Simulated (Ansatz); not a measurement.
## AgCl: one change and its effect

System: AgCl (Pm-3m, 2 atoms in the cell).
Method of run 1: DFT, PBEsol, plane waves, PAW, no spin polarisation (Ansatz 0.2.0).

The structure was built on a prototype by a generator. The geometry comes from this level: PBE. Text and figures count atoms from 1; the logs count them from 0 in places.

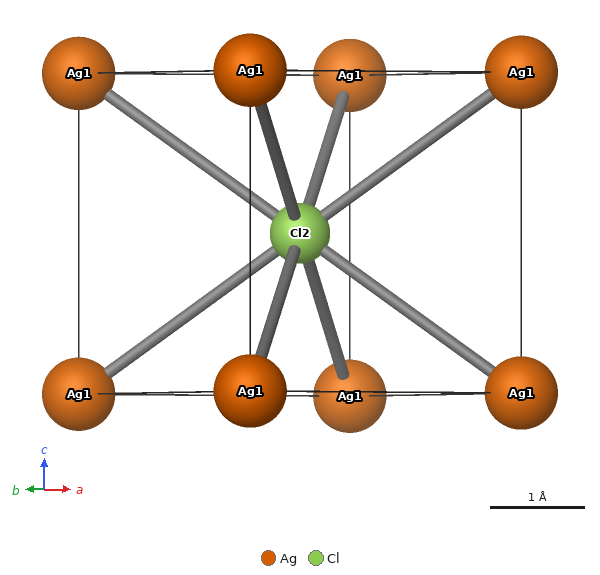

Fig. 1: The structure as given in the input (ball-and-stick view of the cell of the calculation, seen at an oblique angle; atoms are numbered from 1 in the order of the input).

## Input, run 1
```yaml
crystal:
  lattice:
    - [3.4308425132, 0.0, 0.0]
    - [0.0, 3.4308425132, 0.0]
    - [0.0, 0.0, 3.4308425132]
  atoms:
    - { symbol: Ag, position: [0.0, 0.0, 0.0] }
    - { symbol: Cl, position: [0.5, 0.5, 0.5] }
kpoints:
  mp_grid: { grid: [6, 6, 6] }
hamiltonian:
  xc: pbesol
scf:
  occupations: { method: fermi_dirac, width: 0.02 }
relax:
  f_tol: 0.005
  cell: {}
```

Launched with:
```bash
ansatz run input.yaml --threads 2 --pin off --max-ram 2211MiB --backend cpu --events-out ev --progress --plain --runs-dir out
```

Hardware: 2 threads of an x86-64 CPU, shared host.

## Output, shortened to warnings, some set-up lines, iterations and results (run 1)
```
Basis set: ecut = 420 eV, 751 PW (Γ), exchange–correlation on 48×48×48 points (8 copies of the dense FFT grid, shifted against one another)
Symmetry: 48 space group operations
k-points: 20 of 216
Initial density: superposition of atomic densities (neutral atoms: chi_scale 0, normalization atom), corrected by the library's trained network
[...]
SCF iter   1: F=—  HF=-8583.517120 eV  |F-HF|=—  |Δ(HF+E_count)|=         —  Δρ=6.94e-3  dr2=2.24e-2  ethr=1.77e-3  ⟨swp⟩=5.2  Hψ=1598  notcnv=0
SCF iter   2: F=—  HF=-8583.510352 eV  |F-HF|=—  |Δ(HF+E_count)|=   6.77e-3  Δρ=1.81e-3  dr2=5.09e-4  ethr=8.62e-5  ⟨swp⟩=2.0  Hψ=732  notcnv=0
SCF iter   3: F=—  HF=-8583.510232 eV  |F-HF|=—  |Δ(HF+E_count)|=   1.20e-4  Δρ=7.53e-4  dr2=9.79e-5  ethr=1.96e-6  ⟨swp⟩=2.2  Hψ=524  notcnv=0
SCF iter   4: F=—  HF=-8583.510255 eV  |F-HF|=—  |Δ(HF+E_count)|=   2.30e-5  Δρ=3.95e-4  dr2=6.58e-5  ethr=3.76e-7  ⟨swp⟩=2.0  Hψ=464  notcnv=0
SCF iter   5: F=—  HF=-8583.510236 eV  |F-HF|=—  |Δ(HF+E_count)|=   1.92e-5  Δρ=3.35e-5  dr2=4.19e-7  ethr=2.53e-7  ⟨swp⟩=2.0  Hψ=459  notcnv=0
[... 25 lines ...]
SCF iter   4: F=—  HF=-8583.562408 eV  |F-HF|=—  |Δ(HF+E_count)|=   4.05e-8  Δρ=4.54e-6  dr2=4.45e-9  ethr=3.85e-10  ⟨swp⟩=2.0  Hψ=595  notcnv=0
SCF iter   5: F=—  HF=-8583.562408 eV  |F-HF|=—  |Δ(HF+E_count)|=  2.18e-11  Δρ=1.53e-6  dr2=2.09e-10  ethr=1.71e-11  ⟨swp⟩=2.2  Hψ=511  notcnv=0
SCF iter   6: F=-8583.562408 eV  HF=-8583.562408 eV  |F-HF|=1.82e-12  |Δ(HF+E_count)|=  2.20e-10  Δρ=9.05e-8  dr2=1.02e-12  ethr=1.00e-12  ⟨swp⟩=3.4  Hψ=1450  notcnv=0
SCF 5 converged in 6 iterations: F = -8583.562408 eV  dr2 = 1.02e-12
relax step   5: F+E_penalty+E_count = -8583.56240752 eV  Δ(F+E_penalty+E_count) = +5.301e-4 eV  max|allowed force component| = 1.019e-30 eV/Å  Δτ_max = 0.0000 Å  P = +0.001 …
basis re-selected at this cell: Δ(F+E_penalty+E_count) = +5.301e-4 eV, ΔP = +0.005 GPa vs the last step (what re-selecting the basis moved, of the pressure what is left beyond the Pulay correction that the steps carried, after the strain that the cell walked since its last selection, with what the …
SCF converged after 6 iterations
Free energy (F): -8583.562408 eV
Harris-Foulkes:  -8583.562408 eV  (|F-HF|=1.82e-12)
Internal energy: -8583.562407 eV  (E = F + TS)
E sigma→0 (E₀):  -8583.562407 eV
Entropy (-TS):   -0.000000 eV (-0.000 meV/atom)
Fermi energy:    10.165629 eV
--- Per-component energies (eV) ---
  E_band       = -310.806570
  E_kinetic    = 688.799566
  E_local      = -2943.746060  (includes V_loc(G=0)·N_el)
  E_nonlocal   = 115.741000
  E_hartree    = 1297.464769
  E_xc         = -287.684500
  E_vxc        = -353.122611  (∫ρ·V_xc dr)
  E_paw        = -4479.595874  (= ΣΔE_a)
  E_vpaw       = -413.408360  (= ΣTr[D̂ρ^β])
  E_aug_tail   = 0.000380  (compensation charges beyond the density's cutoff)
  E_ewald      = -2974.942859
  E_core_change = 0.401171  (= ΣΔE_core)
  E_smearing   = -0.000000  (= −TS)
  E_closure    = 0.000000  (closes the sum)
  Σ components = -8583.562408   (vs F -8583.562408, Δ=0.00e0)
--- Forces (eV/Å), atoms counted from 1 ---
  atom   1  Ag     0.00000000    -0.00000000     0.00000000
  atom   2  Cl    -0.00000000    -0.00000000    -0.00000000
  max |Σ_I F_I| component: 1.91e-30 eV/Å
--- Stress (GPa, compression-positive) ---
        0.001043       0.000000      -0.000000
        0.000000       0.001043       0.000000
       -0.000000       0.000000       0.001043
  P = ⅓ Tr σ = 0.0010 GPa (0.010 kbar)
--- Relaxed structure (4 steps of the walk, 4 accepted, 1 SCFs on fresh bases) ---
  F+E_penalty+E_count = -8583.56240752 eV   max|allowed force component| = 1.019e-30 eV/Å   (the final SCF, on the basis selected at the relaxed cell)
  cell:  # Å, volume = 36.9794 Å³
    - [3.331602111417436, 1.925929944387236e-33, 1.283953296258157e-34]
    - [2.182720603638867e-33, 3.331602111417436, 1.2839532962581572e-34]
    - [-3.851859888774472e-34, 1.2839532962581572e-34, 3.331602111417436]
  atoms:
    - { symbol: Ag, position: [2.806788619671877e-34, 7.01697154917913e-36, 2.8067886196718116e-35] }
    - { symbol: Cl, position: [0.5, 0.5, 0.5] }
```

Run 2 used a changed input.

## The two runs side by side

```csv
quantity,run 1,run 2
outcome,converged,converged
free energy per atom (eV),−4291.7812,−4344.2503
pressure (GPa),0.00,−0.03
volume per atom (Å³),18.49,19.58
largest force (eV/Å),0.000,0.000
SCF iterations,25,22
irreducible k-points,20,20
wall time (shared host),13 s,20 s
```

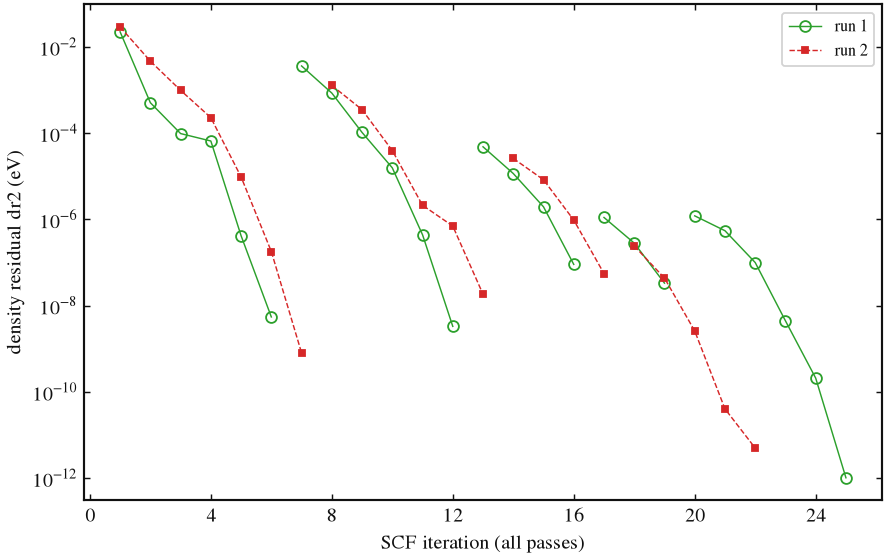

Fig. 2: Convergence of the two runs: density residual dr2 against the SCF iteration. A break in a curve parts two SCF passes. Run 1 takes 25 iterations in all, and run 2 takes 22.

Which change of the input explains these differences?

The change (lines with − go, lines with + come):
```diff
-  xc: pbesol
+  xc: r2scan
```

The total energies belong to different methods, so their difference says nothing on which is more stable or more accurate. The volume per atom goes from 18.49 to 19.58 Å³. The functional changes from PBEsol to r2SCAN. The SCF takes 22 iterations over all geometry steps against 25. The default cutoff goes from 420 to 500 eV with the change.

## Output, shortened to warnings, some set-up lines, iterations and results (run 2)
```
Basis set: ecut = 500 eV, 1021 PW (Γ), exchange–correlation on 108×108×108 points (64 copies of the dense FFT grid, shifted against one another)
Symmetry: 48 space group operations
k-points: 20 of 216
Initial density: superposition of atomic densities (neutral atoms: chi_scale 0, normalization atom), corrected by the library's trained network
[...]
SCF iter   1: F=—  HF=-8688.495580 eV  |F-HF|=—  |Δ(HF+E_count)|=         —  Δρ=9.53e-3  dr2=2.90e-2  dr2_τ=5.84e-3  ethr=1.77e-3  ⟨swp⟩=5.0  Hψ=1678  notcnv=0
SCF iter   2: F=—  HF=-8688.494478 eV  |F-HF|=—  |Δ(HF+E_count)|=   1.10e-3  Δρ=4.99e-3  dr2=4.68e-3  dr2_τ=1.05e-3  ethr=1.12e-4  ⟨swp⟩=3.2  Hψ=777  notcnv=0
SCF iter   3: F=—  HF=-8688.493883 eV  |F-HF|=—  |Δ(HF+E_count)|=   5.95e-4  Δρ=2.22e-3  dr2=9.86e-4  dr2_τ=9.02e-5  ethr=1.80e-5  ⟨swp⟩=2.4  Hψ=602  notcnv=0
SCF iter   4: F=—  HF=-8688.493883 eV  |F-HF|=—  |Δ(HF+E_count)|=   6.29e-7  Δρ=9.54e-4  dr2=2.29e-4  dr2_τ=1.99e-5  ethr=3.79e-6  ⟨swp⟩=1.0  Hψ=340  notcnv=0
SCF iter   5: F=—  HF=-8688.493871 eV  |F-HF|=—  |Δ(HF+E_count)|=   1.16e-5  Δρ=2.00e-4  dr2=9.68e-6  dr2_τ=1.00e-6  ethr=8.81e-7  ⟨swp⟩=2.0  Hψ=520  notcnv=0
[... 20 lines ...]
SCF iter   3: F=—  HF=-8688.500541 eV  |F-HF|=—  |Δ(HF+E_count)|=   7.57e-8  Δρ=5.27e-6  dr2=2.59e-9  dr2_τ=2.44e-9  ethr=1.68e-10  ⟨swp⟩=3.0  Hψ=596  notcnv=0
SCF iter   4: F=—  HF=-8688.500541 eV  |F-HF|=—  |Δ(HF+E_count)|=   3.10e-9  Δρ=7.42e-7  dr2=4.04e-11  dr2_τ=5.15e-11  ethr=9.97e-12  ⟨swp⟩=2.0  Hψ=520  notcnv=0
SCF iter   5: F=-8688.500541 eV  HF=-8688.500541 eV  |F-HF|=3.64e-12  |Δ(HF+E_count)|=  1.16e-10  Δρ=1.11e-7  dr2=4.99e-12  dr2_τ=1.18e-12  ethr=1.00e-12  ⟨swp⟩=5.0  Hψ=1373  …
SCF 4 converged in 5 iterations: F = -8688.500541 eV  dr2 = 4.99e-12
relax step   4: F+E_penalty+E_count = -8688.50054073 eV  Δ(F+E_penalty+E_count) = +2.816e-4 eV  max|allowed force component| = 5.259e-31 eV/Å  Δτ_max = 0.0000 Å  P = -0.026 …
basis re-selected at this cell: Δ(F+E_penalty+E_count) = +2.816e-4 eV, ΔP = -0.007 GPa vs the last step (what re-selecting the basis moved, of the pressure what is left beyond the Pulay correction that the steps carried, after the strain that the cell walked since its last selection, with what the …
SCF converged after 5 iterations
Free energy (F): -8688.500541 eV
Harris-Foulkes:  -8688.500541 eV  (|F-HF|=3.64e-12)
Internal energy: -8688.500541 eV  (E = F + TS)
E sigma→0 (E₀):  -8688.500541 eV
Fermi energy:    9.295280 eV
--- Per-component energies (eV) ---
  E_band       = -353.299272
  E_kinetic    = 689.571055
  E_local      = -3039.117171  (includes V_loc(G=0)·N_el)
  E_nonlocal   = 114.372330
  E_hartree    = 1339.472172
  E_xc         = -280.498016
  E_vxc        = -393.991695  (∫ρ·V_xc dr)
  E_paw        = -4592.771773  (= ΣΔE_a)
  E_vpaw       = -428.462062  (= ΣTr[D̂ρ^β])
  E_aug_tail   = 0.000096  (compensation charges beyond the density's cutoff)
  E_vtau       = 25.383745  (kinetic-family band-sum trace: ∫τ·v_τ [+ j·A + Jᵃ·Aᵃ] dr)
  E_ewald      = -2918.883517
  E_core_change = -0.645718  (= ΣΔE_core)
  E_smearing   = -0.000000  (= −TS)
  E_closure    = 0.000000  (closes the sum)
  Σ components = -8688.500541   (vs F -8688.500541, Δ=0.00e0)
--- Forces (eV/Å), atoms counted from 1 ---
  atom   1  Ag    -0.00000000     0.00000000     0.00000000
  atom   2  Cl     0.00000000    -0.00000000     0.00000000
  max |Σ_I F_I| component: 9.20e-31 eV/Å
--- Stress (GPa, compression-positive) ---
       -0.025548      -0.000000       0.000000
       -0.000000      -0.025548       0.000000
        0.000000       0.000000      -0.025548
  P = ⅓ Tr σ = -0.0255 GPa (-0.255 kbar)
--- Relaxed structure (3 steps of the walk, 3 accepted, 1 SCFs on fresh bases) ---
  F+E_penalty+E_count = -8688.50054073 eV   max|allowed force component| = 5.259e-31 eV/Å   (the final SCF, on the basis selected at the relaxed cell)
  cell:  # Å, volume = 39.1512 Å³
    - [3.3955880234768525, -5.135813185032629e-34, -1.925929944387236e-34]
    - [-5.135813185032629e-34, 3.3955880234768525, 0.0]
[...]
```
